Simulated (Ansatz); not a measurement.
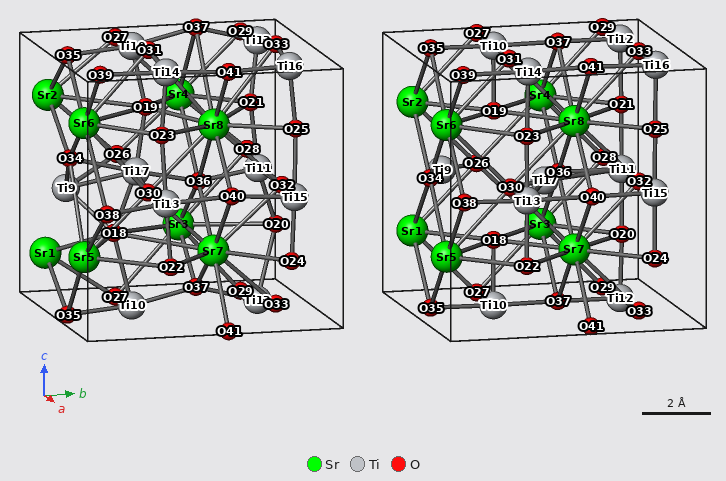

Two geometries of a defect cell of composition Sr8Ti9O24 (cell charge +2), drawn at one scale. One is the start of a relaxation, the other its converged end. The picture is a ball-and-stick view of the cell of the calculation (origin shifted), seen slightly off an axis.

These are results of DFT, PBEsol, PAW, plane waves (Ansatz), not measurements. (plane-wave cutoff 420 eV; k-point mesh 1 × 1 × 1; mesh shifted by (0.25, 0.25, 0.25); no spin polarisation; atoms relaxed in a fixed cell; force threshold 0.03 eV/Å; at most 80 steps)

> Which geometry has the lower energy?

The left one is the relaxed one. The atoms of the start lie slightly off their symmetric places, so part of the fall in energy undoes that. The energy falls by 30.013 eV per cell of the calculation in 22 geometry steps. The largest force component goes from 25 to 0.021 eV/Å. Ti17 moves most: 1.54 Å along [−1 −1 0]. Largest moves by element: Ti 1.54 Å, Sr 0.76 Å, O 0.67 Å. The lattice vectors keep their values. Among the contacts that change: Ti17–O26 3.430 → 2.024 Å, Ti17–O34 3.391 → 2.056 Å, Sr1–O34 2.788 → 4.033 Å, Ti9–O20 3.507 → 2.283 Å. New bonds form, among them: Ti17–O18 (2.62 → 2.03 Å), Ti17–O19 (2.59 → 1.95 Å), Ti17–O26 (3.43 → 2.02 Å), Ti17–O34 (3.39 → 2.06 Å). Bonds break, among them: Sr1–O26 (2.74 → 3.61 Å), Sr1–O34 (2.79 → 4.03 Å). Bond angles that change, for instance: O30–Ti17–O36 150.2° → 93.0°, O26–Ti9–O34 149.0° → 94.3°, Ti13–O30–Ti17 119.3° → 169.5°.

Limits of the set-up: the periodic images lie only 7.8 Å apart, so the values are limited by the cell's size; the cell is charged, on a uniform background, and energies carry no finite-size correction.
